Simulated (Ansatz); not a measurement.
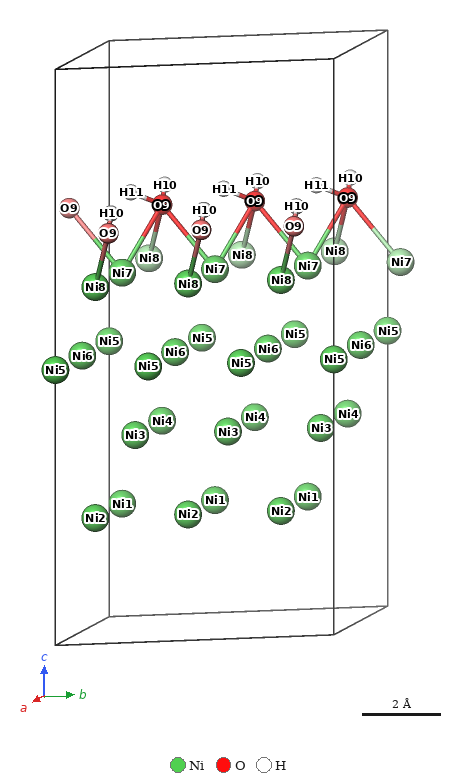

**Figure 1.** The input geometry (ball-and-stick view of the 1 × 3 repeat of the cell, with the vacuum cut short, seen slightly off an axis; neighbours outside the cell are drawn fainter; atoms are numbered from 1 in the order of the input). An atom can appear more than once, as a periodic image.

## Ni8H2O: geometry relaxation (part 1 of 4)

The run: geometry relaxation of Ni8H2O (slab, 11 atoms in the cell). Method and program: DFT PBE+D3(BJ), scalar-relativistic, plane waves, PAW, spin-polarised (Ansatz 0.2.0).

The structure derives from an entry of the Crystallography Open Database. The input holds or restrains some coordinates. Forces given for the steps count only the free coordinates. Figures and captions count atoms from 1; the log counts them from 0 in places.

### Log
```
Engine: ansatz 0.2.0, aarch64-unknown-linux-gnu
Pseudopotentials: kind: paw
Pseudopotential: Ni, paw, valence charge 18, recommended cutoff 420 eV (normal), Ni.paw.azcp
Pseudopotential: O, paw, valence charge 6, recommended cutoff 420 eV (normal), O.paw.azcp
Pseudopotential: H, paw, valence charge 1, recommended cutoff 420 eV (normal), H.paw.azcp
Functional definition: PBE
  parameter kappa = 0.804
  parameter beta = 0.06672455060314922
  exchange = pbe_x(kappa = kappa, mu = beta*pi^2/3)
  correlation = pbe_c(beta = beta)
Crystal: 11 atoms, lattice volume = 266.161 Å³
Basis set: ecut = 420 eV, 5159 PW (Γ), exchange–correlation on 72×36×360 points (8 copies of the dense FFT grid, shifted against one another)
Bands: 95, of which v1, the nominal top of the filled ones, is band 76 counted from 1 (75 counted from 0)
Symmetry: 1 space group operations
k-points: 46 of 91 (time reversal used)
Non-local potential: Ni, projectors of the file, l = 0: 3, l = 1: 2, l = 2: 3, l = 3: 1
Non-local potential: O, projectors of the file, l = 0: 2, l = 1: 2, l = 2: 1
Non-local potential: H, projectors of the file, l = 0: 2, l = 1: 1
PAW form: soft (Blöchl's): semilocal exchange-correlation on the pseudo side does not see the compensation charge
PAW one-centre angular grid: Ni, 590 points (default); XC on 64 Gauss nodes
PAW one-centre angular grid: O, 110 points (default); XC on 64 Gauss nodes
PAW one-centre angular grid: H, 110 points (default); XC on 64 Gauss nodes
Initial density: superposition of atomic densities (neutral atoms: chi_scale 0, normalization atom)
Starting moments: Σ|m| = 6.16 μB on 8 of 11 sites
Initial wavefunctions: pseudopotential atomic-orbital guess
Functional: x = pbe(κ = 0.804, μ = 0.2195149727645171), c = pbe(β = 0.06672455060314922)
SCF iter   1: F=—  HF=-47308.863945 eV  |F-HF|=—  |Δ(HF+E_count)|=         —  Δρ=3.29e-2 (↑2.16e-2 ↓3.29e-2)  dr2=1.66e1  dr2_m=4.29e-1  M=6.234 μB ∫|m|=6.579 μB  β_m=1.00  ethr=3.10e-3  p=-0.000 e·Å  D=-1.99e-8 V/Å  ΔV_dip=0.00 eV  dr2_dipole=2.57e0  V_vac-E_F(+/−)=7.04/7.04 eV  ⟨swp⟩=10.0  Hψ=44672  notcnv=0  defer=352
Mixer restart at iter 1: flushing history
efield: sawtooth ramp at fractional position 0.9425 (placed from the atoms, in the widest stretch of the axis that holds none; the zero of the levels goes with the place), width 0.1000; the density the first Hamiltonian is built on has a dipole p = -0.000 e·Å; the dipole correction subtracts the counter field D = -1.99e-8 V/Å, which shifts the + side's vacuum level by +0.00 eV against the − side's; the planar-averaged density in the ramp window peaks in size at 1.0e-5 e/Å³
preconditioner: auto → LDOS  [metal: Δε(μ)=0.002 eV  Ē_g=8.470 eV  σ=0.100 eV  W_gap=0.01  n_scr=54 (ndim 8)  ℏωp=21.4 eV  f_vac=0.585  D(μ)=15.81/eV (n_scr^D=172)]
spin=Collinear: LDOS preconditioning applied to the charge; magnetization (m = ρ↑ − ρ↓) channel mixes plain (no charge-response kernel on spin).
SCF iter   2: F=—  HF=-47308.954740 eV  |F-HF|=—  |Δ(HF+E_count)|=   9.08e-2  Δρ=1.65e-2 (↑1.65e-2 ↓1.61e-2)  dr2=3.37e0  dr2_m=9.66e-3  M=5.986 μB ∫|m|=6.635 μB  β_m=0.34  ethr=3.10e-3  p=0.144 e·Å  D=9.77e-2 V/Å  ΔV_dip=-2.48 eV  dr2_dipole=4.87e-1  V_vac-E_F(+/−)=3.87/6.35 eV  ⟨swp⟩=2.8  Hψ=15309  notcnv=0  defer=937
density mixer auto → msr1: a metal under ldos (density of states about μ 3.23 of a free-electron gas's, 54 screened modes)
SCF iter   3: F=—  HF=-47312.739572 eV  |F-HF|=—  |Δ(HF+E_count)|=    3.78e0  Δρ=7.53e-3 (↑6.89e-3 ↓7.53e-3)  dr2=2.46e-1  dr2_m=3.19e-2  M=5.868 μB ∫|m|=6.639 μB  β_m=0.38  ethr=2.22e-3  p=0.202 e·Å  D=1.38e-1 V/Å  ΔV_dip=-3.50 eV  dr2_dipole=8.82e-6  V_vac-E_F(+/−)=2.30/5.80 eV  ⟨swp⟩=3.0  Hψ=15018  notcnv=0  defer=904
SCF iter   4: F=—  HF=-47314.506748 eV  |F-HF|=—  |Δ(HF+E_count)|=         —  Δρ=1.08e-2 (↑5.53e-3 ↓1.08e-2)  dr2=3.31e-1  dr2_m=1.06e-1  M=5.559 μB ∫|m|=6.382 μB  β_m=0.38  ethr=1.62e-4  p=0.206 e·Å  D=1.40e-1 V/Å  ΔV_dip=-3.56 eV  dr2_dipole=8.87e-2  V_vac-E_F(+/−)=2.01/5.57 eV  ⟨swp⟩=2.5  Hψ=14992  notcnv=0  defer=859
SCF iter   5: F=—  HF=-47315.218591 eV  |F-HF|=—  |Δ(HF+E_count)|=   7.12e-1  Δρ=8.35e-3 (↑3.58e-3 ↓8.35e-3)  dr2=1.33e-1  dr2_m=5.68e-2  M=5.404 μB ∫|m|=6.197 μB  β_m=0.64  ethr=1.62e-4  p=0.179 e·Å  D=1.22e-1 V/Å  ΔV_dip=-3.10 eV  dr2_dipole=1.53e-3  V_vac-E_F(+/−)=2.34/5.44 eV  ⟨swp⟩=2.5  Hψ=13175  notcnv=0  defer=864
SCF iter   6: F=—  HF=-47315.990204 eV  |F-HF|=—  |Δ(HF+E_count)|=   7.72e-1  Δρ=3.74e-3 (↑1.87e-3 ↓3.74e-3)  dr2=5.85e-2  dr2_m=4.43e-3  M=5.198 μB ∫|m|=5.961 μB  β_m=0.74  ethr=8.78e-5  p=0.174 e·Å  D=1.18e-1 V/Å  ΔV_dip=-3.01 eV  dr2_dipole=7.55e-3  V_vac-E_F(+/−)=2.23/5.24 eV  ⟨swp⟩=2.1  Hψ=14636  notcnv=0  defer=864
SCF iter   7: F=—  HF=-47316.000428 eV  |F-HF|=—  |Δ(HF+E_count)|=   1.02e-2  Δρ=2.05e-3 (↑2.05e-3 ↓2.00e-3)  dr2=3.80e-2  dr2_m=1.05e-3  M=5.170 μB ∫|m|=5.918 μB  β_m=0.60  ethr=3.85e-5  p=0.156 e·Å  D=1.06e-1 V/Å  ΔV_dip=-2.69 eV  dr2_dipole=1.13e-2  V_vac-E_F(+/−)=2.34/5.03 eV  ⟨swp⟩=2.2  Hψ=16704  notcnv=0  defer=870
SCF iter   8: F=—  HF=-47315.998699 eV  |F-HF|=—  |Δ(HF+E_count)|=   1.73e-3  Δρ=6.45e-4 (↑2.80e-4 ↓6.45e-4)  dr2=3.11e-3  dr2_m=2.43e-4  M=5.178 μB ∫|m|=5.929 μB  β_m=0.56  ethr=2.50e-5  p=0.161 e·Å  D=1.10e-1 V/Å  ΔV_dip=-2.78 eV  dr2_dipole=1.27e-3  V_vac-E_F(+/−)=2.33/5.11 eV  ⟨swp⟩=2.0  Hψ=12854  notcnv=0  defer=868
SCF iter   9: F=—  HF=-47315.998555 eV  |F-HF|=—  |Δ(HF+E_count)|=   1.43e-4  Δρ=2.98e-4 (↑1.94e-4 ↓2.98e-4)  dr2=6.58e-4  dr2_m=1.14e-4  M=5.180 μB ∫|m|=5.932 μB  β_m=0.78  ethr=2.05e-6  p=0.163 e·Å  D=1.11e-1 V/Å  ΔV_dip=-2.81 eV  dr2_dipole=2.48e-4  V_vac-E_F(+/−)=2.30/5.11 eV  ⟨swp⟩=2.0  Hψ=12086  notcnv=0  defer=867
SCF iter  10: F=—  HF=-47315.998598 eV  |F-HF|=—  |Δ(HF+E_count)|=   4.22e-5  Δρ=3.43e-4 (↑2.15e-4 ↓3.43e-4)  dr2=5.30e-4  dr2_m=1.43e-5  M=5.180 μB ∫|m|=5.933 μB  β_m=0.67  ethr=4.33e-7  p=0.163 e·Å  D=1.11e-1 V/Å  ΔV_dip=-2.82 eV  dr2_dipole=4.08e-6  V_vac-E_F(+/−)=2.28/5.10 eV  ⟨swp⟩=2.0  Hψ=12981  notcnv=0  defer=870
SCF iter  11: F=—  HF=-47315.998562 eV  |F-HF|=—  |Δ(HF+E_count)|=   3.55e-5  Δρ=1.09e-4 (↑6.12e-5 ↓1.09e-4)  dr2=4.03e-5  dr2_m=7.08e-6  M=5.181 μB ∫|m|=5.933 μB  β_m=0.61  ethr=3.48e-7  p=0.163 e·Å  D=1.11e-1 V/Å  ΔV_dip=-2.82 eV  dr2_dipole=1.13e-6  V_vac-E_F(+/−)=2.28/5.11 eV  ⟨swp⟩=2.0  Hψ=12314  notcnv=0  defer=868
SCF iter  12: F=-47315.998537 eV  HF=-47315.998553 eV  |F-HF|=1.61e-5  |Δ(HF+E_count)|=   8.97e-6  Δρ=4.50e-5 (↑2.14e-5 ↓4.50e-5)  dr2=1.47e-5  dr2_m=9.03e-7  M=5.181 μB ∫|m|=5.933 μB  ethr=1.48e-8  p=0.163 e·Å  D=1.11e-1 V/Å  ΔV_dip=-2.82 eV  dr2_dipole=3.22e-6  V_vac-E_F(+/−)=2.29/5.11 eV  ⟨swp⟩=21.7  Hψ=97783  notcnv=0
SCF 1 converged in 12 iterations: F = -47315.998537 eV  dr2 = 1.47e-5
  greatest PAW one-centre occupation: 1.002 electrons in one spin orbital (limit 2), on the Ni atom at site 6 (counted from 0), in its partial waves of l = 1
relax step   1: F+E_penalty+E_count = -47315.99853702 eV  Δ(F+E_penalty+E_count) = +0.000e0 eV  max|allowed force component| = 2.070e0 eV/Å  Δτ_max = 0.0000 Å  (12 SCF iters, dr2 threshold 2.25e-5 eV, accepted)
Initial density: handed on by an earlier stage of this run
Starting moments: Σ|m| = 6.16 μB on 8 of 11 sites; this step starts from the density that it was given
Initial wavefunctions: those handed on with the density
iter 1 solved again at ethr=3.46e-4 eV; its pass at ethr=3.10e-3 eV (dr2=5.25e-1 eV) is discarded
SCF iter   1: F=—  HF=-47316.635799 eV  |F-HF|=—  |Δ(HF+E_count)|=         —  Δρ=6.86e-3 (↑6.63e-3 ↓6.86e-3)  dr2=5.40e-1  dr2_m=3.34e-3  M=5.191 μB ∫|m|=5.956 μB  β_m=1.00  ethr=3.46e-4  p=0.163 e·Å  D=1.11e-1 V/Å  ΔV_dip=-2.82 eV  dr2_dipole=2.01e-1  V_vac-E_F(+/−)=2.37/5.19 eV  ⟨swp⟩=1.7  Hψ=31285  notcnv=0  defer=855
efield: sawtooth ramp at fractional position 0.9425 (handed on by an earlier solve), width 0.1000; the density the first Hamiltonian is built on has a dipole p = 0.163 e·Å; the dipole correction subtracts the counter field D = 1.11e-1 V/Å, which shifts the + side's vacuum level by -2.82 eV against the − side's; the planar-averaged density in the ramp window peaks in size at 3.0e-6 e/Å³
preconditioner: auto → LDOS  [metal: Δε(μ)=0.001 eV  Ē_g=7.625 eV  σ=0.100 eV  W_gap=0.01  n_scr=54 (ndim 8)  ℏωp=21.4 eV  f_vac=0.590  D(μ)=13.51/eV (n_scr^D=122)]
spin=Collinear: LDOS preconditioning applied to the charge; magnetization (m = ρ↑ − ρ↓) channel mixes plain (no charge-response kernel on spin).
SCF iter   2: F=—  HF=-47316.611992 eV  |F-HF|=—  |Δ(HF+E_count)|=   2.38e-2  Δρ=4.68e-3 (↑4.68e-3 ↓4.49e-3)  dr2=1.84e-1  dr2_m=8.93e-4  M=5.190 μB ∫|m|=5.954 μB  β_m=0.48  ethr=3.46e-4  p=0.157 e·Å  D=1.07e-1 V/Å  ΔV_dip=-2.71 eV  dr2_dipole=5.58e-2  V_vac-E_F(+/−)=2.46/5.16 eV  ⟨swp⟩=1.9  Hψ=10784  notcnv=0  defer=884
density mixer auto → msr1: a metal under ldos (density of states about μ 3.12 of a free-electron gas's, 54 screened modes)
SCF iter   3: F=—  HF=-47316.608975 eV  |F-HF|=—  |Δ(HF+E_count)|=   3.02e-3  Δρ=2.03e-3 (↑1.81e-3 ↓2.03e-3)  dr2=1.29e-2  dr2_m=5.16e-3  M=5.192 μB ∫|m|=5.953 μB  β_m=0.58  ethr=1.21e-4  p=0.154 e·Å  D=1.05e-1 V/Å  ΔV_dip=-2.66 eV  dr2_dipole=1.81e-3  V_vac-E_F(+/−)=2.47/5.13 eV  ⟨swp⟩=2.0  Hψ=13468  notcnv=0  defer=886
SCF iter   4: F=—  HF=-47316.613987 eV  |F-HF|=—  |Δ(HF+E_count)|=   5.01e-3  Δρ=1.88e-3 (↑1.88e-3 ↓1.12e-3)  dr2=1.17e-2  dr2_m=2.43e-3  M=5.201 μB ∫|m|=5.964 μB  β_m=0.53  ethr=8.50e-6  p=0.155 e·Å  D=1.05e-1 V/Å  ΔV_dip=-2.68 eV  dr2_dipole=1.68e-3  V_vac-E_F(+/−)=2.43/5.11 eV  ⟨swp⟩=2.0  Hψ=14714  notcnv=0  defer=867
SCF iter   5: F=—  HF=-47316.612026 eV  |F-HF|=—  |Δ(HF+E_count)|=   1.96e-3  Δρ=4.28e-4 (↑3.81e-4 ↓4.28e-4)  dr2=9.64e-4  dr2_m=2.04e-4  M=5.202 μB ∫|m|=5.965 μB  β_m=0.58  ethr=7.67e-6  p=0.157 e·Å  D=1.07e-1 V/Å  ΔV_dip=-2.71 eV  dr2_dipole=3.39e-4  V_vac-E_F(+/−)=2.39/5.10 eV  ⟨swp⟩=2.0  Hψ=12677  notcnv=0  defer=883
SCF iter   6: F=—  HF=-47316.611980 eV  |F-HF|=—  |Δ(HF+E_count)|=   4.61e-5  Δρ=2.22e-4 (↑1.46e-4 ↓2.22e-4)  dr2=2.08e-4  dr2_m=4.43e-5  M=5.205 μB ∫|m|=5.969 μB  β_m=0.63  ethr=6.34e-7  p=0.158 e·Å  D=1.08e-1 V/Å  ΔV_dip=-2.73 eV  dr2_dipole=1.98e-5  V_vac-E_F(+/−)=2.38/5.11 eV  ⟨swp⟩=2.4  Hψ=13027  notcnv=0  defer=890
SCF iter   7: F=—  HF=-47316.612014 eV  |F-HF|=—  |Δ(HF+E_count)|=   3.42e-5  Δρ=1.36e-4 (↑1.36e-4 ↓9.73e-5)  dr2=8.10e-5  dr2_m=1.06e-5  M=5.206 μB ∫|m|=5.972 μB  β_m=0.57  ethr=1.37e-7  p=0.159 e·Å  D=1.08e-1 V/Å  ΔV_dip=-2.74 eV  dr2_dipole=1.63e-5  V_vac-E_F(+/−)=2.36/5.10 eV  ⟨swp⟩=2.4  Hψ=14904  notcnv=0  defer=890
SCF iter   8: F=—  HF=-47316.612009 eV  |F-HF|=—  |Δ(HF+E_count)|=   5.54e-6  Δρ=2.05e-4 (↑5.75e-5 ↓2.05e-4)  dr2=2.70e-4  dr2_m=1.74e-5  M=5.207 μB ∫|m|=5.973 μB  β_m=0.54  ethr=5.33e-8  p=0.159 e·Å  D=1.08e-1 V/Å  ΔV_dip=-2.74 eV  dr2_dipole=5.85e-5  V_vac-E_F(+/−)=2.36/5.10 eV  ⟨swp⟩=2.8  Hψ=16763  notcnv=0  defer=889
SCF iter   9: F=-47316.611965 eV  HF=-47316.612006 eV  |F-HF|=4.06e-5  |Δ(HF+E_count)|=   2.68e-6  Δρ=8.30e-5 (↑2.47e-5 ↓8.30e-5)  dr2=3.82e-5  dr2_m=3.29e-6  M=5.207 μB ∫|m|=5.974 μB  ethr=5.33e-8  p=0.159 e·Å  D=1.08e-1 V/Å  ΔV_dip=-2.75 eV  dr2_dipole=4.76e-6  V_vac-E_F(+/−)=2.36/5.11 eV  ⟨swp⟩=19.9  Hψ=88240  notcnv=0
SCF 2 converged in 9 iterations: F = -47316.611965 eV  dr2 = 3.82e-5
  Residual-converged pass: ⟨swp⟩=1.0  Hψ=9109  notcnv=0  max |occ|·‖R‖ = 7.1e-9 eV (tolerance 1.0e-8 eV)  dr2=3.82e-5  dr2_m=3.29e-6  dr2_onsite=5.60e-6  max |Δocc| = 3.0e-11
  greatest PAW one-centre occupation: 1.001 electrons in one spin orbital (limit 2), on the Ni atom at site 6 (counted from 0), in its partial waves of l = 1
relax step   2: F+E_penalty+E_count = -47316.61196535 eV  Δ(F+E_penalty+E_count) = -6.134e-1 eV  max|allowed force component| = 2.218e0 eV/Å  Δτ_max = 0.1993 Å  (9 SCF iters, dr2 threshold 1.00e-4 eV, accepted)
[... from here on the SCF iterations and repeated set-up lines of each step are left out, up to the last step ...]
SCF 3 converged in 9 iterations: F = -47317.056268 eV  dr2 = 3.19e-5
relax step   3: F+E_penalty+E_count = -47317.05626777 eV  Δ(F+E_penalty+E_count) = -4.443e-1 eV  max|allowed force component| = 1.616e0 eV/Å  Δτ_max = 0.1946 Å  (9 SCF iters, dr2 threshold 1.00e-4 eV, accepted)
SCF 4 converged in 9 iterations: F = -47317.293766 eV  dr2 = 1.74e-5
relax step   4: F+E_penalty+E_count = -47317.29376638 eV  Δ(F+E_penalty+E_count) = -2.375e-1 eV  max|allowed force component| = 1.413e0 eV/Å  Δτ_max = 0.1948 Å  (9 SCF iters, dr2 threshold 1.00e-4 eV, accepted)
SCF 5 converged in 9 iterations: F = -47317.445297 eV  dr2 = 3.11e-6
relax step   5: F+E_penalty+E_count = -47317.44529704 eV  Δ(F+E_penalty+E_count) = -1.515e-1 eV  max|allowed force component| = 1.191e0 eV/Å  Δτ_max = 0.1945 Å  (9 SCF iters, dr2 threshold 1.00e-4 eV, accepted)
SCF 6 converged in 9 iterations: F = -47317.550628 eV  dr2 = 3.30e-6
relax step   6: F+E_penalty+E_count = -47317.55062773 eV  Δ(F+E_penalty+E_count) = -1.053e-1 eV  max|allowed force component| = 8.265e-1 eV/Å  Δτ_max = 0.1948 Å  (9 SCF iters, dr2 threshold 1.00e-4 eV, accepted)
SCF 7 converged in 9 iterations: F = -47317.613261 eV  dr2 = 2.14e-6
relax step   7: F+E_penalty+E_count = -47317.61326065 eV  Δ(F+E_penalty+E_count) = -6.263e-2 eV  max|allowed force component| = 3.925e-1 eV/Å  Δτ_max = 0.1951 Å  (9 SCF iters, dr2 threshold 1.00e-4 eV, accepted)
SCF 8 converged in 12 iterations: F = -47317.638701 eV  dr2 = 5.11e-6
relax step   8: F+E_penalty+E_count = -47317.63870122 eV  Δ(F+E_penalty+E_count) = -2.544e-2 eV  max|allowed force component| = 1.946e-1 eV/Å  Δτ_max = 0.2000 Å  (12 SCF iters, dr2 threshold 3.47e-5 eV, accepted)
SCF 9 converged in 9 iterations: F = -47317.658527 eV  dr2 = 3.13e-6
relax step   9: F+E_penalty+E_count = -47317.65852699 eV  Δ(F+E_penalty+E_count) = -1.983e-2 eV  max|allowed force component| = 8.026e-2 eV/Å  Δτ_max = 0.1935 Å  (9 SCF iters, dr2 threshold 8.54e-6 eV, accepted)
SCF 10 converged in 9 iterations: F = -47317.676597 eV  dr2 = 5.57e-7
relax step  10: F+E_penalty+E_count = -47317.67659654 eV  Δ(F+E_penalty+E_count) = -1.807e-2 eV  max|allowed force component| = 1.469e-1 eV/Å  Δτ_max = 0.1950 Å  (9 SCF iters, dr2 threshold 1.10e-6 eV, accepted)
SCF 11 converged in 10 iterations: F = -47317.692306 eV  dr2 = 1.28e-6
relax step  11: F+E_penalty+E_count = -47317.69230566 eV  Δ(F+E_penalty+E_count) = -1.571e-2 eV  max|allowed force component| = 9.632e-2 eV/Å  Δτ_max = 0.1958 Å  (10 SCF iters, dr2 threshold 3.67e-6 eV, accepted)
SCF 12 converged in 10 iterations: F = -47317.704297 eV  dr2 = 7.56e-7
relax step  12: F+E_penalty+E_count = -47317.70429726 eV  Δ(F+E_penalty+E_count) = -1.199e-2 eV  max|allowed force component| = 1.072e-1 eV/Å  Δτ_max = 0.1938 Å  (10 SCF iters, dr2 threshold 3.99e-6 eV, accepted)
SCF 13 converged in 9 iterations: F = -47317.707696 eV  dr2 = 1.17e-6
relax step  13: F+E_penalty+E_count = -47317.70769553 eV  Δ(F+E_penalty+E_count) = -3.398e-3 eV  max|allowed force component| = 1.070e-1 eV/Å  Δτ_max = 0.1899 Å  (9 SCF iters, dr2 threshold 4.94e-6 eV, accepted)
SCF 14 converged in 8 iterations: F = -47317.697429 eV  dr2 = 9.67e-6
relax step  14: F+E_penalty+E_count = -47317.69742870 eV  Δ(F+E_penalty+E_count) = +1.027e-2 eV  max|allowed force component| = 2.902e-1 eV/Å  Δτ_max = 0.1112 Å  (8 SCF iters, dr2 threshold 1.14e-5 eV, rejected (line search))
```
